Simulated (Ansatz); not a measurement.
**Ga9P8 (cell with a defect): density, localisation and related maps**

Input file:

```
crystal:
  lattice:
    - [0.0, 5.5051169748, -5.5051169748]
    - [5.5051169748, 5.5051169748, 0.0]
    - [5.5051169748, 0.0, -5.5051169748]
  atoms:
    - { symbol: Ga, position: [0.5, 0.5, 0.0] }
    - { symbol: Ga, position: [0.5, 0.0, 0.0] }
    - { symbol: Ga, position: [1.0, 0.5, 0.0] }
    - { symbol: Ga, position: [1.0, 0.0, 0.0] }
    - { symbol: Ga, position: [0.5, 0.5, 0.5] }
    - { symbol: Ga, position: [0.5, 0.0, 0.5] }
    - { symbol: Ga, position: [1.0, 0.5, 0.5] }
    - { symbol: Ga, position: [1.0, 0.0, 0.5] }
    - { symbol: P, position: [0.375, 0.375, 0.375] }
    - { symbol: P, position: [0.375, 0.875, 0.375] }
    - { symbol: P, position: [0.875, 0.375, 0.375] }
    - { symbol: P, position: [0.875, 0.875, 0.375] }
    - { symbol: P, position: [0.375, 0.375, 0.875] }
    - { symbol: P, position: [0.375, 0.875, 0.875] }
    - { symbol: P, position: [0.875, 0.375, 0.875] }
    - { symbol: P, position: [0.875, 0.875, 0.875] }
    - { symbol: Ga, position: [0.7602364316, 0.7832874517, 0.7189236651], spin: 1.0 }
basis:
  ecutwfc: 420
  xc_grid: 2
kpoints:
  mp_grid: { grid: [2, 2, 2], shift: [0.0, 0.0, 0.0] }
hamiltonian:
  xc: pbe
scf:
  occupations: { method: gaussian, width: 0.02 }
output:
  forces: true
  stress: false
  eigenvalues: true
  populations: true
  write_density: true
  write_potential: true
  elf: true
  volumetric_format: npy
magnetization:
  spin_polarized: true
relax:
  adjacent_minimum: "off"
  f_tol: 0.02
  max_steps: 60
```

Run with:

```sh
ansatz run input.yaml --threads 4 --pin off --max-ram 8192MiB --backend cpu --events-out ev --progress --plain --runs-dir out
```

The fields are those of the relaxed geometry.

The SCF solution may not be the lowest one; the program warned that a starting moment wasn't kept; spin-polarised, but the moments vanished.

The calculation used DFT PBE, scalar-relativistic, plane waves, PAW (Ansatz).

Core electrons are frozen (PAW), and the valence fields are smoothed inside the atomic spheres.

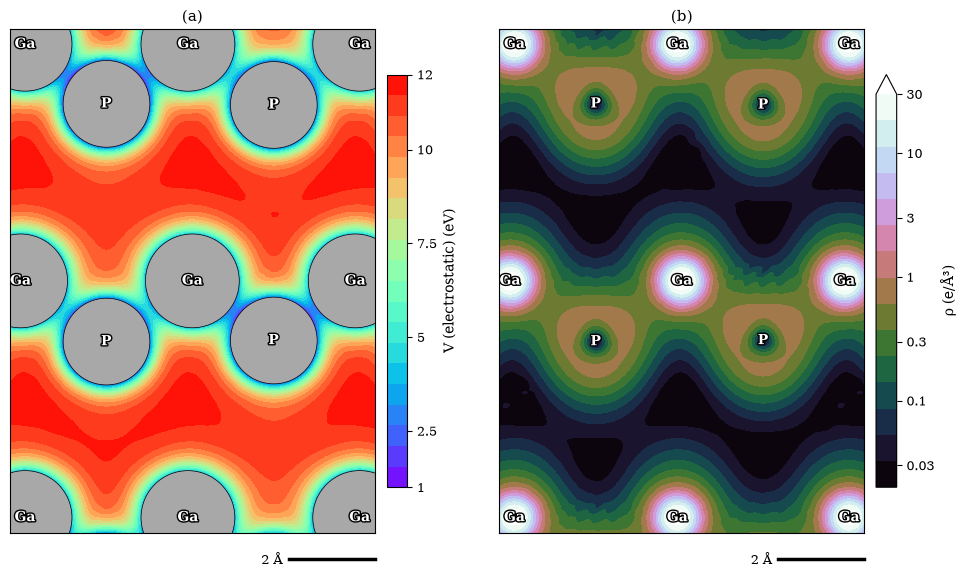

Figure 1. (a) electrostatic potential (local pseudopotential plus Hartree) felt by an electron; (b) valence pseudo-density on the (11̄0) plane of the calculation cell. Grey discs cover the atomic cores in the potential map.

> Describe what can be read from this map.

The plane passes through Ga and P nuclei. Ga–P (2.35 Å): the density is about 0.56 e/Å³ at the midpoint. Ga–P (2.45 Å): ρ is about 0.48 e/Å³ halfway. The density dies away to nearly zero in the voids. Outside the cores the potential energy rises away from the atoms and is highest about 2.3 Å from the nearest atoms; its zero is arbitrary.

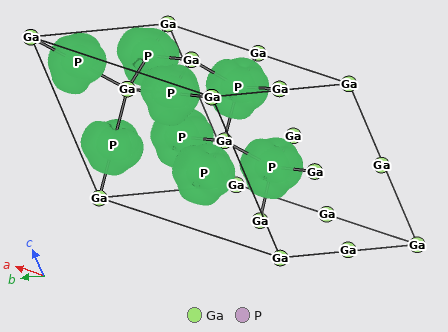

Figure 2. Isosurface of the ELF at 0.7 (green), seen at an oblique angle. Core shells and regions of very low density are left out. Sticks mark near contacts.

> Describe the localisation domains.

The surface consists of eight regions on P in which the atom's valence shell and bonds are merged, counted in one cell of 17 atoms. Any copies at cell faces, edges or corners count once. Along the contacts the grid gives the following. Ga–P (2.32 Å): the ELF peaks at about 0.90 in the valence shell of P, 0.8 Å from its nucleus, and is about 0.70 at the midpoint. Ga–P (2.37 Å): the ELF peaks at about 0.90 in the valence shell of P, 0.9 Å from its nucleus, and is about 0.75 at the midpoint.
